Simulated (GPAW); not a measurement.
# Core-hole calculation of the Ga K edge in zinc-blende (GaAs)₁₋ₓ(GaP)ₓ at x = 0, part 2 of 2

What does the Ga K edge look like in zinc-blende (GaAs)₁₋ₓ(GaP)ₓ at x = 0?

GPAW 26.7.0; X-ray absorption from dipole matrix elements to empty bands, plane-wave PAW LDA.

So far. Step 2 (The field without a hole): The mesh shows a gap of 0.37 eV. The excited electron is kept all the same, so that all members of the series, with or without a gap, are treated alike.

**4. Spectrum with XCH, Ga atom 1**

The holes are 8.0 Å apart. In GPAW the data set carries the hole's charge, so charge=0 means a charged cell and charge=-1 a neutral one. The excited electron is kept in the cell, where it fills the lowest empty states and screens the hole. After the field has converged, empty bands are computed with the density fixed and the dipole matrix elements are summed.

The absorber has 4 As at 2.45 Å (tetrahedral).

The input, xas.py:

```python
import numpy as np
from ase import Atoms
from ase.parallel import parprint, paropen
from gpaw import GPAW, PW, FermiDirac, Mixer, MixerDif, setup_paths
from gpaw.test import gen
setup_paths.insert(0, '.')
gen('Ga', name='fch1s', xcname='LDA', corehole=(1, 0, 1), write_xml=True)
from gpaw.mpi import world
world.barrier()

atoms = Atoms('GaAsGaAsGaAsGaAsGaAsGaAsGaAsGaAs',
    cell=[[0, 5.653, 5.653],
     [5.653, 0, 5.653],
     [5.653, 5.653, 0]],
    scaled_positions=[[0, 0, 0],
     [0.125, 0.125, 0.125],
     [0, 0, 0.5],
     [0.125, 0.125, 0.625],
     [0, 0.5, 0],
     [0.125, 0.625, 0.125],
     [0, 0.5, 0.5],
     [0.125, 0.625, 0.625],
     [0.5, 0, 0],
     [0.625, 0.125, 0.125],
     [0.5, 0, 0.5],
     [0.625, 0.125, 0.625],
     [0.5, 0.5, 0],
     [0.625, 0.625, 0.125],
     [0.5, 0.5, 0.5],
     [0.625, 0.625, 0.625]],
    pbc=True)
atoms.calc = calc = GPAW(legacy_gpaw=True, mode=PW(400, force_complex_dtype=True), xc='LDA', setups={0: 'fch1s'},
    kpts={'size': (3, 3, 3), 'gamma': True}, occupations=FermiDirac(0.04),
    charge=-1, mixer=Mixer(0.1, 5, 50), maxiter=150,
    convergence={'density': 0.0001, 'eigenstates': 1e-6}, txt='scf.txt')
energy = atoms.get_potential_energy() + calc.get_reference_energy()
ef = calc.get_fermi_level()
out = dict(energy=energy, fermi=ef, forces=atoms.get_forces().tolist())
parprint(f'all-electron energy {energy:.4f} eV, Fermi level {ef:.4f} eV')
ev = np.array([[calc.get_eigenvalues(k, s) for k in range(len(calc.get_ibz_k_points()))] for s in range(calc.get_number_of_spins())])
out['homo'], out['lumo'], out['counts'] = ev[ev < ef].max(), ev[ev > ef].min(), sorted(set((ev < ef).sum((0, 2)).tolist()))
out['filled'] = (ev[:, 0] < ef).sum(1).tolist()

from ase.units import Ha
from gpaw.xas import dipole_matrix_elements
nb = int(calc.get_number_of_electrons() / 2) + 185
top, nb = nb, nb + 8 + nb // 12
nscf = calc.fixed_density(kpts={'size': (4, 4, 4), 'gamma': True}, nbands=nb,
    convergence={'bands': top, 'eigenstates': 5e-3}, maxiter=60, txt='nscf.txt')
cell = atoms.cell.array
ops = [cell.T @ U.T @ np.linalg.inv(cell.T) for U in nscf.wfs.kd.symmetry.op_scc]
filled = [32]  # bands filled in the ground state, by spin
E = np.arange(-6, 30, 0.1)
fwhm = np.interp(E, [4, 25], [1.82, 3.5])
Y, X, zero, highest = 0, 0, 1e9, 1e9
for spin in range(nscf.get_number_of_spins()):
    wfs = nscf.wfs
    mine = wfs.bd.get_slice()  # this rank's bands
    A = dipole_matrix_elements(wfs.setups[0])
    eps = np.zeros((wfs.kd.nibzkpts, nb))
    d = np.zeros((3, A.shape[1], wfs.kd.nibzkpts, nb), complex)
    for kpt in wfs.kpt_u:
        if kpt.s == spin and 0 in kpt.P_ani:
            eps[kpt.k, mine] = kpt.eps_n * Ha
            d[:, :, kpt.k, mine] = (kpt.weight * wfs.nspins / 2) ** 0.5 * np.inner(A, kpt.P_ani[0])
    world.sum(eps)
    world.sum(d)
    T = np.einsum('amkn,bmkn->abkn', d, d.conj()).real
    T = sum(np.einsum('ai,ijkn,bj->abkn', R, T, R) for R in ops) / len(ops)
    empty = np.ones_like(eps, bool) & (np.arange(nb) >= filled[spin])
    zero, highest = min(zero, eps[empty].min()), min(highest, eps[:, top - 1].min())
    lines = [(eps, T, empty)] if spin == 0 else lines + [(eps, T, empty)]
for eps, T, empty in lines:
    f = np.einsum('aakn->akn', T).reshape(3, -1)
    x = eps.ravel() - zero
    w = np.interp(x, E, fwhm) / 2.35482
    g = np.exp(-0.5 * ((E[:, None] - x) / w) ** 2) / (w * (2 * np.pi) ** 0.5)
    Y = Y + (f * empty.ravel()) @ g.T
    X = X + (f * ~empty.ravel()) @ g.T
out.update(E=E.round(2).tolist(), xas=Y.tolist(), xes=X.tolist(), zero=zero, valid=highest - zero, nk=len(eps), nb=nb)
for i in range(0, len(E), 10):
    parprint(f'{E[i]:7.2f}', *(f'{v:10.3e}' for v in Y[:, i]))
import json
with paropen('out.json', 'w') as f:
    json.dump(out, f)
```

Started as:

```
$ OMP_NUM_THREADS=1 mpirun -n 4 gpaw python xas.py
```

Numbers of over 12 decimals in the logs are rounded to 6 here.

Output:

```text
Input parameters:
  charge: -1
  convergence: {density: 0.0001,
                eigenstates: 1e-06}
  kpts: {gamma: True,
         size: (3, 3, 3)}
  maxiter: 150
  mixer: {backend: pulay,
          beta: 0.1,
          method: separate,
          nmaxold: 5,
          weight: 50}
  mode: {ecut: 400.0,
         force_complex_dtype: True,
         name: pw}
  occupations: {fixmagmom: False,
                name: fermi-dirac,
                width: 0.04}
  setups: {0: fch1s}

Initialize ...

[... PAW data sets ...]

Reference energy: -903434.148712  # eV

Spin-paired calculation

[... convergence settings ...]
Symmetries present (total): 24
  [... symmetry matrices ...]

27 k-points: 3 x 3 x 3 Monkhorst-Pack grid
4 k-points in the irreducible part of the Brillouin zone
       k-points in crystal coordinates                weights
   0:     0.00000000    0.00000000    0.00000000          1/27
   1:     0.33333333    0.33333333   -0.33333333         12/27
   2:     0.33333333    0.33333333    0.00000000          6/27
   3:     0.33333333    0.33333333    0.33333333          8/27

Wave functions: Plane wave expansion
  Cutoff energy: 400.000 eV
  Number of coefficients (min, max): 6534, 6605
  Pulay-stress correction: 0.000000 eV/Ang^3 (de/decut=0.000000)
  Using FFTW library
  Wavefunction extrapolation:
    Improved wavefunction reuse through dual PAW basis

Occupation numbers: Fermi-Dirac:
  width: 0.0400  # eV

Eigensolver
   Davidson(niter=2)

Densities:
  Coarse grid: 40*40*40 grid
  Fine grid: 80*80*80 grid
  Total Charge: 0.000000

Density mixing:
  Method: separate
  Backend: pulay
  Linear mixing parameter: 0.1
  old densities: 5
  Width of damping distribution: 1.1
  Damping of long wavelength oscillations: 50

[... Hamiltonian set-up ...]
Number of atoms: 16
Number of atomic orbitals: 64
Number of bands in calculation: 43
Number of valence electrons: 65
Bands to converge: occupied

... initialized

Initializing position-dependent things.

Density initialized from atomic densities
Creating initial wave functions:
  43 bands from LCAO basis set

                             As

                    As   Ga
                      As
                Ga
             As            As
                  Ga
                  As
         Ga            Ga
                    As
              Ga
           As   Ga

       Ga

Atomic positions and initial magnetic moments

Positions:
   0 Ga     0.000000    0.000000    0.000000    ( 0.0000,  0.0000,  0.0000)
   1 As     1.413250    1.413250    1.413250    ( 0.0000,  0.0000,  0.0000)
   2 Ga     2.826500    2.826500    0.000000    ( 0.0000,  0.0000,  0.0000)
   3 As     4.239750    4.239750    1.413250    ( 0.0000,  0.0000,  0.0000)
   4 Ga     2.826500    0.000000    2.826500    ( 0.0000,  0.0000,  0.0000)
   5 As     4.239750    1.413250    4.239750    ( 0.0000,  0.0000,  0.0000)
   6 Ga     5.653000    2.826500    2.826500    ( 0.0000,  0.0000,  0.0000)
[...]
13 As     4.239750    4.239750    7.066250    ( 0.0000,  0.0000,  0.0000)
  14 Ga     5.653000    5.653000    5.653000    ( 0.0000,  0.0000,  0.0000)
  15 As     7.066250    7.066250    7.066250    ( 0.0000,  0.0000,  0.0000)

Unit cell:
           periodic     x           y           z      points  spacing
  1. axis:    yes    0.000000    5.653000    5.653000    40     0.1632
  2. axis:    yes    5.653000    0.000000    5.653000    40     0.1632
  3. axis:    yes    5.653000    5.653000    0.000000    40     0.1632

  Lengths:   7.994549   7.994549   7.994549
  Angles:   60.000000  60.000000  60.000000

Effective grid spacing dv^(1/3) = 0.1781

iter:   1   -88.522581
iter:   2   -86.695912   -2.06  -0.82
iter:   3   -85.220491   -1.59  -0.90
iter:   4   -85.048084   -2.48  -1.13
iter:   5   -85.048904   -2.95  -1.47
iter:   6   -85.019417c  -2.98  -1.81
iter:   7   -85.026014c  -3.12  -2.19
iter:   8   -85.012119c  -4.06  -2.19
iter:   9   -85.010062c  -4.15  -2.53
iter:  10   -85.009973c  -5.95  -2.92
iter:  11   -85.009899c  -5.78  -3.04
iter:  12   -85.009896c  -6.44c -3.66
iter:  13   -85.009894c  -7.43c -3.77
iter:  14   -85.009894c  -7.75c -3.92
iter:  15   -85.009893c  -8.00c -4.07c

Converged after 15 iterations.

Dipole moment: (-27.570375, -27.570375, -27.570375) |e|*Ang

Energy contributions relative to reference atoms: (reference = -903434.148712)

Kinetic:       +235.475281
Potential:     -213.129916
External:        +0.000000
XC:            -107.452424
Entropy (-ST):   -0.005473
Local:           +0.099902
SIC:             +0.000000
--------------------------
Free energy:    -85.012630
Extrapolated:   -85.009893

Showing only first 2 kpts
 Kpt  Band  Eigenvalues  Occupancy
  0    30      4.61219    2.00000
  0    31      4.61219    2.00000
  0    32      4.61219    2.00000
  0    33      5.28456    1.99997

  1    30      3.08996    2.00000
  1    31      4.08057    2.00000
  1    32      6.28187    0.00000
[...]
Fermi level: 5.72642

No gap
No difference between direct/indirect transitions

Forces in eV/Ang:
  0 Ga   -0.00000    0.00000    0.00000
  1 As    0.11876    0.11876    0.11876
  2 Ga    0.00000    0.00000   -0.24476
  3 As   -0.11876   -0.11876    0.11876
  4 Ga   -0.00000   -0.24476    0.00000
  5 As   -0.11876    0.11876   -0.11876
  6 Ga    0.24476   -0.00000    0.00000
[...]
13 As    0.01888    0.01888   -0.01888
 14 Ga    0.00000    0.00000    0.00000
 15 As   -0.01888   -0.01888   -0.01888
Scalar-relativistic atomic LDA calculation for Ga (Gallium, Z=31)
Core hole in 1s state (1s occupation: 1.0)
600 radial gridpoints.
|------------------------------------------------|
|------------------------------------------------|
[... the atom generator's iteration count ...]

Energy contributions:
-------------------------
Kinetic:    +1579.917338
XC:           -64.056343
Potential:  -3074.711888
-------------------------
Total:      -1558.850893

state      eigenvalue         ekin         rmax
-----------------------------------------------
1s^1.0 :  -388.741484   489.682052        0.032
2s^2.0 :   -49.583735    96.650470        0.179
2p^6.0 :   -44.241157    95.698510        0.142
3s^2.0 :    -6.342800    22.075605        0.550
3p^6.0 :    -4.562405    20.108727        0.544
3d^10.0:    -1.437339    15.083525        0.500
4s^2.0 :    -0.729245     2.681465        1.725
4p^1.0 :    -0.423197     1.741532        2.075
-----------------------------------------------
(units: Bohr and Hartree)

Generating PAW setup
Kinetic energy of the core from tauc = 1587.646789
Cutoffs:
rc(s)=2.200
rc(p)=2.200
rc(d)=2.200
rc(vbar)=1.980
rc(comp)=2.200
rc(nct)=2.200

Kinetic energy of the core states: 1572.812876
Charge: 1.0
Core electrons: 27.0
Valence electrons: 3.0
Pseudo-core charge: 1.215894
Shape function alpha=2.066
Pseudo-electron charge 4.660881
state    eigenvalue         norm
--------------------------------
4s(2) :    -0.729245     1.209524
*s    :     0.270755
4p(1) :    -0.423197     1.025939
*p    :     0.576803
*d    :     0.000000
--------------------------------

Diagonalizing with gridspacing h=0.050

state   all-electron     PAW
-------------------------------
4s:      -0.729245    -0.729478
4p:      -0.423197    -0.423398
*d:                   -0.111370
*f:                   -0.021469
-------------------------------
all-electron energy -903519.1586 eV, Fermi level 5.7264 eV
[...]
27.00  1.188e-07  1.188e-07  1.188e-07
  28.00  1.238e-07  1.238e-07  1.238e-07
  29.00  1.279e-07  1.279e-07  1.279e-07
```

Elapsed: 60 s, on 4 MPI ranks of Intel Xeon Platinum 8488C (Sapphire Rapids), shared host; peak memory 0.47 GiB; 3.9 min of CPU time.

The Ga K spectrum, Ga atom 1, excited-electron core hole (neutral cell) (energy from the bottom of the conduction band, which holds the excited electron; intensity scaled to a mean of 1 over the first 20 eV):

```
E (eV)  intensity
  -2.0       0.00
  -0.5       0.04
   1.0       0.49
   2.5       1.21
   4.0       1.82
   5.5       1.40
   7.0       1.04
   8.5       0.91
  10.0       0.96
  11.5       1.24
  13.0       1.14
  14.5       0.78
  16.0       0.63
  17.5       0.73
  19.0       0.79
  20.5       0.73
  22.0       0.73
  23.5       0.71
  25.0       0.70
  26.5       0.73
```

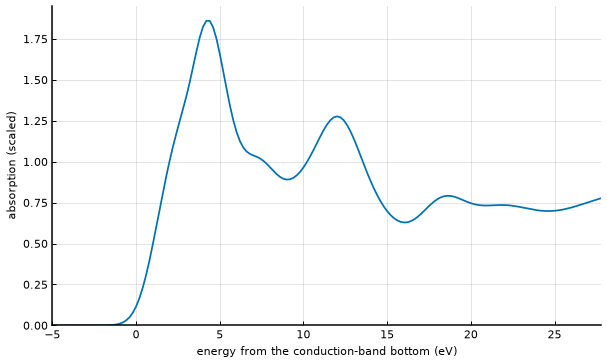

The Ga K edge, Ga atom 1, excited-electron core hole (neutral cell): main maxima at 4.2, 12.0 and 18.6 eV.

Main maxima below 27 eV (height): 4.2 eV (1.86), 12.0 eV (1.28) and 18.6 eV (0.79). A K edge sees empty p states on the absorber.

The energy difference (zero at 10381 eV) isn't read as a photon energy: for so heavy an absorber the terms left out (the hole's spin, the functional's error) amount to tens of eV or more.

**5. Summary of results**

```
absorber and edge             : Ga K, atom 1 of the ground-state input (counted from 1)
surroundings                  : 4 As at 2.45 Å (tetrahedral)
highest intensity below 24 eV : 4.2 eV above the zero, height 1.86
```

What this shows: The Ga K edge of atom 1, with 4 As at 2.45 Å (tetrahedral), has its highest intensity of the first 24 eV at 4.2 eV above the zero, 1.9 times the mean level of the first 20 eV (Gaussian full width 1.82 eV up to 4 eV, rising linearly to 3.5 eV at 25 eV). The script folds with a Gaussian, whereas the core hole's own line is a Lorentzian, so the onset is too steep and the first peak too high.

[Banner, clock and machine lines of the logs are left out without a mark of their own.]

[Logs are printed without paths, hosts, clocks, repeated set-up lines and the standing remarks that a program may print on its own settings, such as how far it seeks lower states.]

[Hosts, paths, dates, database ids (printed as entryN), source tags and the programs' standing remarks are cut or masked in the printed files.]

[Lists of maxima count a maximum above −3 eV only where it reaches 4 % of the highest in the window and stands out from its surroundings by 2 % of it (1.5 % where it reaches 55 %); shoulders and weaker maxima are passed over, and of the rest the first, up to two pre-edge ones and the few strongest are named.]
